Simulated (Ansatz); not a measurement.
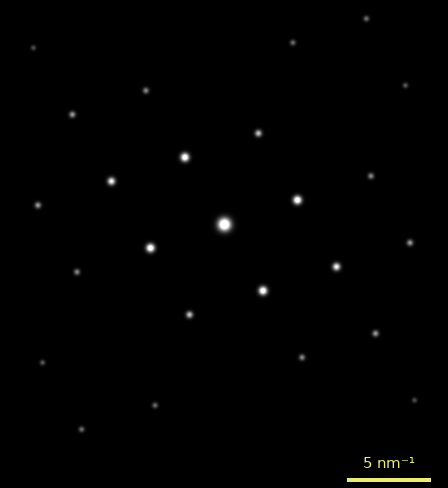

Computed electron diffraction pattern, 200 kV, single scattering only, B = 0.5 Å².

Phase: Mo, space group P6_3/mmc (No. 194), a = 2.76 Å, c = 4.90 Å (hexagonal axes). Structure: the geometry relaxed at fixed volume with DFT PBE, spin-orbit coupling, plane waves, PAW in Ansatz; the starting structure was generated, so it need not be a known form of this composition.

| atom | site | symmetry | x | y | z |
| --- | --- | --- | --- | --- | --- |
| Mo | 2d | -6m2 | 0.3333 | 0.6667 | 0.7500 |

Q: Determine the zone axis from the geometry of the pattern.

A: The spots form a centred rectangular net with both shortest vectors at d = 2.15 Å, 77.7° apart. They index as 0 1 -1 and -1 1 1, so the zone axis is [211] (or an equivalent direction of <211>).

Q: List the strongest reflections.

A: Strongest reflections with d > 0.80 Å, one of each family (|F|² from tabulated Gaussian fits of the electron scattering factors, times a small damping for the curvature of the Ewald sphere):

```json
{"hkl": "1 -1 -1", "d (Å)": "2.147", "I (strongest = 100)": "100"}
{"hkl": "1 -2 0", "d (Å)": "1.378", "I (strongest = 100)": "49"}
{"hkl": "1 0 -2", "d (Å)": "1.710", "I (strongest = 100)": "21"}
{"hkl": "2 -3 -1", "d (Å)": "0.887", "I (strongest = 100)": "9"}
{"hkl": "2 -2 -2", "d (Å)": "1.073", "I (strongest = 100)": "6"}
{"hkl": "2 0 -4", "d (Å)": "0.855", "I (strongest = 100)": "3"}
```
